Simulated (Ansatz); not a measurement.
Single-point calculation of CuO (part 1 of 2)

System: CuO (slab, 20 atoms in the cell).
Method: DFT PBE, scalar-relativistic, plane waves, PAW, no spin polarisation (Ansatz 0.2.0).

The structure derives from an entry of the Crystallography Open Database. It belongs to a series of runs on one base structure; here: (1 1 1) slab cut from the bulk. Figures and captions count atoms from 1; the log counts them from 0 in places.

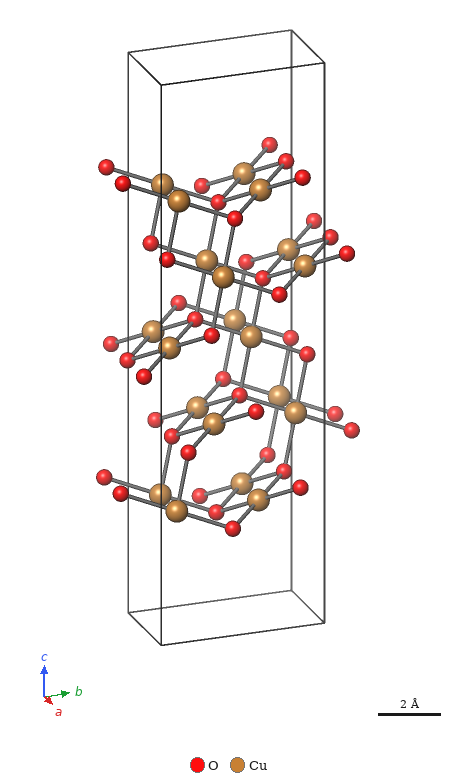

The input geometry (ball-and-stick view of the 2 × 1 repeat of the cell, with the vacuum cut short, seen slightly off an axis; bonded neighbours outside the cell are drawn too). An atom can appear more than once, as a periodic image.

The input
```yaml
crystal:
  lattice:
    - [2.948696676, 0.0, 0.0]
    - [-2.9355750982, 5.9356294329, 0.0]
    - [0.0, 0.0, 26.515662871]
  atoms:
    - { symbol: O, position: [0.9459587957, 0.4443140385, 0.2828516879] }
    - { symbol: Cu, position: [0.6334250828, 0.6326177657, 0.3069782873] }
    - { symbol: Cu, position: [0.6334250828, 0.1326177657, 0.3069782873] }
    - { symbol: O, position: [0.3208913699, 0.8209214928, 0.3311048867] }
    - { symbol: O, position: [0.6958585904, 0.1975175447, 0.3793625443] }
    - { symbol: Cu, position: [0.3833248774, 0.3858212719, 0.4034891436] }
    - { symbol: Cu, position: [0.3833248774, 0.8858212719, 0.4034891436] }
    - { symbol: O, position: [0.0707911645, 0.574124999, 0.427615743] }
    - { symbol: O, position: [0.445758385, 0.950721051, 0.4758734006] }
    - { symbol: Cu, position: [0.1332246721, 0.1390247781, 0.5] }
    - { symbol: Cu, position: [0.1332246721, 0.6390247781, 0.5] }
    - { symbol: O, position: [0.8206909592, 0.3273285052, 0.5241265994] }
    - { symbol: O, position: [0.1956581797, 0.7039245572, 0.572384257] }
    - { symbol: Cu, position: [0.8831244668, 0.8922282843, 0.5965108564] }
    - { symbol: Cu, position: [0.8831244668, 0.3922282843, 0.5965108564] }
    - { symbol: O, position: [0.5705907538, 0.0805320115, 0.6206374557] }
    - { symbol: O, position: [0.9455579743, 0.4571280634, 0.6688951133] }
    - { symbol: Cu, position: [0.6330242614, 0.6454317906, 0.6930217127] }
    - { symbol: Cu, position: [0.6330242614, 0.1454317906, 0.6930217127] }
    - { symbol: O, position: [0.3204905485, 0.8337355177, 0.7171483121] }
basis:
  ecutwfc: 420
kpoints:
  mp_grid: { grid: [13, 6, 1] }
hamiltonian:
  xc: pbe
scf:
  occupations: { method: gaussian, width: 0.1 }
output:
  forces: true
  stress: true
  eigenvalues: true
  write_density: true
  write_potential: true
  elf: true
  volumetric_format: npy
efield:
  axis: 3
  dipole_correction: true
  ramp_width: 0.04
```

Run on 2 threads of Arm Neoverse V2, 24 GiB of memory available, shared host.

Run as:
```bash
ansatz run input.yaml --threads 2 --pin off --max-ram 5120MiB --backend cpu --events-out ev --progress --plain --runs-dir out
```

Log
```
Engine: ansatz 0.2.0, aarch64-unknown-linux-gnu
Pseudopotentials: kind: paw
Pseudopotential: O, paw, valence charge 6, recommended cutoff 420 eV (normal), O.paw.azcp
Pseudopotential: Cu, paw, valence charge 19, recommended cutoff 420 eV (normal), Cu.paw.azcp
Functional definition: PBE
  parameter kappa = 0.804
  parameter beta = 0.06672455060314922
  exchange = pbe_x(kappa = kappa, mu = beta*pi^2/3)
  correlation = pbe_c(beta = beta)
Crystal: 20 atoms, lattice volume = 464.087 Å³
Basis set: ecut = 420 eV, 8999 PW (Γ), exchange–correlation on 40×90×360 points (8 copies of the dense FFT grid, shifted against one another)
Bands: 150, of which v1, the nominal top of the filled ones, is band 125 counted from 1 (124 counted from 0)
Symmetry: 1 space group operations
k-points: 40 of 78 (time reversal used)
Non-local potential: O, projectors of the file, l = 0: 2, l = 1: 2, l = 2: 1
Non-local potential: Cu, projectors of the file, l = 0: 3, l = 1: 2, l = 2: 3, l = 3: 1
PAW form: soft (Blöchl's): semilocal exchange-correlation on the pseudo side does not see the compensation charge
PAW one-centre angular grid: O, 110 points (default); XC on 64 Gauss nodes
PAW one-centre angular grid: Cu, 590 points (default); XC on 64 Gauss nodes
Initial density: superposition of atomic densities (neutral atoms: chi_scale 0, normalization atom), corrected by the library's trained network
Initial wavefunctions: pseudopotential atomic-orbital guess
Functional: x = pbe(κ = 0.804, μ = 0.2195149727645171), c = pbe(β = 0.06672455060314922)
SCF iter   1: F=—  HF=-71911.150631 eV  |F-HF|=—  |Δ(HF+E_count)|=         —  Δρ=8.03e-3  dr2=9.14e-1  ethr=1.77e-3  p=-0.000 e·Å  D=-1.46e-12 V/Å  ΔV_dip=0.00 eV  dr2_dipole=3.19e-9  V_vac-E_F(+/−)=5.75/5.75 eV  ⟨swp⟩=6.3  Hψ=22793  notcnv=0  defer=323
efield: sawtooth ramp at fractional position 0.9800 (placed from the atoms, in the widest stretch of the axis that holds none; the zero of the levels goes with the place), width 0.0400; the density the first Hamiltonian is built on has a dipole p = -0.000 e·Å; the dipole correction subtracts the counter field D = -1.46e-12 V/Å, which shifts the + side's vacuum level by +0.00 eV against the − side's; the planar-averaged density in the ramp window peaks in size at 2.6e-5 e/Å³
preconditioner: auto → LDOS  [metal: Δε(μ)=0.007 eV  Ē_g=10.029 eV  σ=0.100 eV  W_gap=0.04  n_scr=122 (ndim 8)  ℏωp=22.5 eV  f_vac=0.502  D(μ)=12.91/eV (n_scr^D=76)  β→1.0]
SCF iter   2: F=—  HF=-71911.129501 eV  |F-HF|=—  |Δ(HF+E_count)|=   2.11e-2  Δρ=1.95e-3  dr2=1.12e-2  ethr=3.66e-4  p=0.000 e·Å  D=8.67e-6 V/Å  ΔV_dip=-0.00 eV  dr2_dipole=1.66e-8  V_vac-E_F(+/−)=5.57/5.57 eV  ⟨swp⟩=1.8  Hψ=6997  notcnv=0  defer=508
SCF iter   3: F=—  HF=-71911.140588 eV  |F-HF|=—  |Δ(HF+E_count)|=   1.11e-2  Δρ=7.12e-4  dr2=1.97e-3  ethr=4.46e-6  p=-0.000 e·Å  D=-3.69e-7 V/Å  ΔV_dip=0.00 eV  dr2_dipole=7.99e-10  V_vac-E_F(+/−)=5.57/5.57 eV  ⟨swp⟩=2.0  Hψ=8602  notcnv=0  defer=508
SCF iter   4: F=—  HF=-71911.140976 eV  |F-HF|=—  |Δ(HF+E_count)|=   3.87e-4  Δρ=6.61e-4  dr2=1.74e-3  ethr=7.86e-7  p=0.000 e·Å  D=2.91e-6 V/Å  ΔV_dip=-0.00 eV  dr2_dipole=7.45e-10  V_vac-E_F(+/−)=5.56/5.56 eV  ⟨swp⟩=2.0  Hψ=8146  notcnv=0  defer=508
SCF iter   5: F=—  HF=-71911.140912 eV  |F-HF|=—  |Δ(HF+E_count)|=   6.40e-5  Δρ=2.57e-4  dr2=2.93e-4  ethr=6.95e-7  p=-0.000 e·Å  D=-1.90e-7 V/Å  ΔV_dip=0.00 eV  dr2_dipole=1.38e-9  V_vac-E_F(+/−)=5.56/5.56 eV  ⟨swp⟩=2.1  Hψ=6785  notcnv=0  defer=508
SCF iter   6: F=—  HF=-71911.140951 eV  |F-HF|=—  |Δ(HF+E_count)|=   3.94e-5  Δρ=1.44e-4  dr2=7.90e-5  ethr=1.17e-7  p=0.000 e·Å  D=1.40e-7 V/Å  ΔV_dip=-0.00 eV  dr2_dipole=1.72e-11  V_vac-E_F(+/−)=5.56/5.56 eV  ⟨swp⟩=1.1  Hψ=5411  notcnv=0  defer=508
SCF iter   7: F=—  HF=-71911.140671 eV  |F-HF|=—  |Δ(HF+E_count)|=   2.80e-4  Δρ=4.84e-5  dr2=8.43e-6  ethr=3.16e-8  p=-0.000 e·Å  D=-9.60e-7 V/Å  ΔV_dip=0.00 eV  dr2_dipole=3.68e-9  V_vac-E_F(+/−)=5.56/5.56 eV  ⟨swp⟩=2.0  Hψ=7816  notcnv=0  defer=507
SCF iter   8: F=—  HF=-71911.140677 eV  |F-HF|=—  |Δ(HF+E_count)|=   6.15e-6  Δρ=3.91e-5  dr2=6.41e-6  ethr=3.37e-9  p=0.000 e·Å  D=4.55e-7 V/Å  ΔV_dip=-0.00 eV  dr2_dipole=2.25e-9  V_vac-E_F(+/−)=5.56/5.56 eV  ⟨swp⟩=2.0  Hψ=8309  notcnv=0  defer=507
SCF iter   9: F=—  HF=-71911.140678 eV  |F-HF|=—  |Δ(HF+E_count)|=   1.08e-6  Δρ=1.35e-5  dr2=9.13e-7  ethr=2.57e-9  p=-0.000 e·Å  D=-1.07e-7 V/Å  ΔV_dip=0.00 eV  dr2_dipole=1.95e-10  V_vac-E_F(+/−)=5.56/5.56 eV  ⟨swp⟩=1.0  Hψ=5403  notcnv=0  defer=507
SCF iter  10: F=-71911.140680 eV  HF=-71911.140679 eV  |F-HF|=4.75e-7  |Δ(HF+E_count)|=   9.06e-7  Δρ=4.17e-6  dr2=7.12e-8  ethr=4.00e-11  p=0.000 e·Å  D=1.39e-7 V/Å  ΔV_dip=-0.00 eV  dr2_dipole=3.94e-10  V_vac-E_F(+/−)=5.56/5.56 eV  ⟨swp⟩=18.0  Hψ=50278  notcnv=0
SCF 1 converged in 10 iterations: F = -71911.140680 eV  dr2 = 7.12e-8
  greatest PAW one-centre occupation: 1.000 electrons in one spin orbital (limit 2), on the Cu atom at site 18 (counted from 0), in its partial waves of l = 0
```

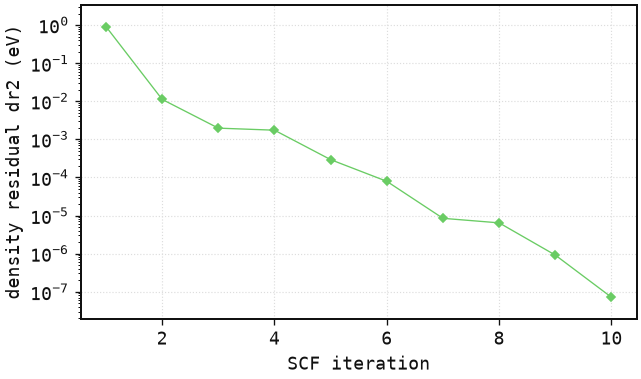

Convergence of the self-consistent field: density residual dr2 against the SCF iteration. The residual falls at every step.

```
WARN: The output density's exchange-correlation potential varies sharply where the density is thin. Do not read a vacuum level from v_tot or v_xc, or from such a field of the output density. On a cell that repeats whose density bears no net charge and no dipole along the vacuum's axis use v_es (v_loc + v_h of the components); under efield.dipole_correction with no amplitude use v_es + v_field, which holds any external_charges[].barrier, or the levels of the report's work_function block, which leave it out; under a non-zero efield.amplitude the vacuum is tilted and has no level; on a cell that repeats and bears such a dipole with no correction it is tilted too, and efield.dipole_correction with no amplitude gives each side of its ramp a level where efield: is served; in a cell that repeats whose density bears a net charge (total_charge, or a fill off its count) it is curved and has none; of a slab under crystal.periodic whose density bears no net charge use v_es, which has a level on each side, short of where the two are joined; of another it falls or rises all the way out and has none; of a slab beside external_charges read slab_vacuum_level instead, which it has where they leave it neutral. The grid or the basis barely resolves most such structure, and the values can differ between equally converged runs; as a rule a tighter scf.convergence.dr2_threshold does not remove it. Where the density itself ripples (under the LDA too) a higher basis.ecutwfc lessens it. The files hold the spikes' plane waves up to the density's cutoff. Files: v_tot_of_output_density and the like, and their columns of v_z.tsv (output.write_potential); v_xc_of_output_density and the like, and their columns of v_comp_z.tsv (output.write_potential_components). Measured: with its Gaussian average of σ = 0.25 Å subtracted twice, the exchange-correlation potential is over 0.1 eV at 68 of the grid points where the equally averaged density (valence and model cores) is under 1e-3 e/Å³, and 0.219 eV at the most among them, at an averaged density of 5.6e-7 e/Å³. The input density's (outcome.potential() and, of a run that writes arrays, v_tot and v_xc) is over 0.1 eV, so measured, at 3493 points of its own thin density, 0.199 eV at the most. See output.write_potential in the manual, Limitations
SCF converged after 10 iterations
Free energy (F): -71911.140680 eV
Harris-Foulkes:  -71911.140679 eV  (|F-HF|=4.75e-7)
Internal energy: -71911.073278 eV  (E = F + TS)
E sigma→0 (E₀):  -71911.106979 eV
Entropy (-TS):   -0.067402 eV (-3.370 meV/atom)
Fermi energy:    2.236922 eV
Dipole field:    D = 0.000018 V/Å  (p = 0.000045 e·Å, saw-weighted, corrected)
Work function:   Φ+ = 5.5584 eV   Φ− = 5.5589 eV
Levels:          The Fermi level and band energies are counted from a zero that moves with the ramp; work functions are not
--- Per-component energies (eV) ---
  E_band       = -6745.206911
  E_kinetic    = 4697.224037
  E_local      = -442922.258523  (includes V_loc(G=0)·N_el)
  E_nonlocal   = 4380.676859
  E_hartree    = 217001.842685
  E_xc         = -1612.032149
  E_vxc        = -2068.339344  (∫ρ·V_xc dr)
  E_paw        = -18188.560640  (= ΣΔE_a)
  E_vpaw       = -4836.172350  (= ΣTr[D̂ρ^β])
  E_aug_tail   = 0.027531  (compensation charges beyond the density's cutoff)
  E_efield     = 0.000000  (sawtooth field / dipole correction)
  E_vefield    = 0.000000  (∫n·V_field dr)
  E_ewald      = 164732.006921
  E_smearing   = -0.067402  (= −TS)
  E_closure    = 0.000000  (closes the sum)
  Σ components = -71911.140680   (vs F -71911.140680, Δ=0.00e0)
--- Forces (eV/Å), atoms counted from 1 ---
  atom   1  O     -0.00475008    -0.25871619     0.66419871
  atom   2  Cu     0.00010591    -1.00568298    -0.46744402
  atom   3  Cu     0.00244045     0.89280952    -0.43148223
  atom   4  O      0.00209926     0.22777104    -0.55771994
  atom   5  O     -0.00404460     0.16243655     0.78665808
  atom   6  Cu     0.00063279    -0.19260125     0.06873207
  atom   7  Cu     0.00082665     0.20331503    -0.04206866
  atom   8  O     -0.00069204     0.03036641    -0.02092810
  atom   9  O     -0.00022667    -0.05426675     0.00318550
  atom  10  Cu    -0.00000014     0.00000055     0.00000040
  atom  11  Cu    -0.00000031    -0.00000110     0.00000143
  atom  12  O      0.00022676     0.05426602    -0.00318768
  atom  13  O      0.00069231    -0.03036626     0.02092596
  atom  14  Cu    -0.00063336     0.19259939    -0.06873254
  atom  15  Cu    -0.00082627    -0.20331272     0.04206495
  atom  16  O      0.00404454    -0.16243282    -0.78664293
  atom  17  O     -0.00209928    -0.22777928     0.55772521
  atom  18  Cu    -0.00010560     1.00568330     0.46744201
  atom  19  Cu    -0.00244046    -0.89281801     0.43146613
  atom  20  O      0.00474991     0.25872826    -0.66419859
  max |Σ_I F_I| component: 4.24e-6 eV/Å
--- Stress (GPa, compression-positive) ---
       -2.236543      -0.017094       0.010748
       -0.017094      -3.377842       0.329059
        0.010748       0.329058       0.502714
  P = ⅓ Tr σ = -1.7039 GPa (-17.039 kbar)
--- Band table (eV; the first three rows and the last of 40) ---
```
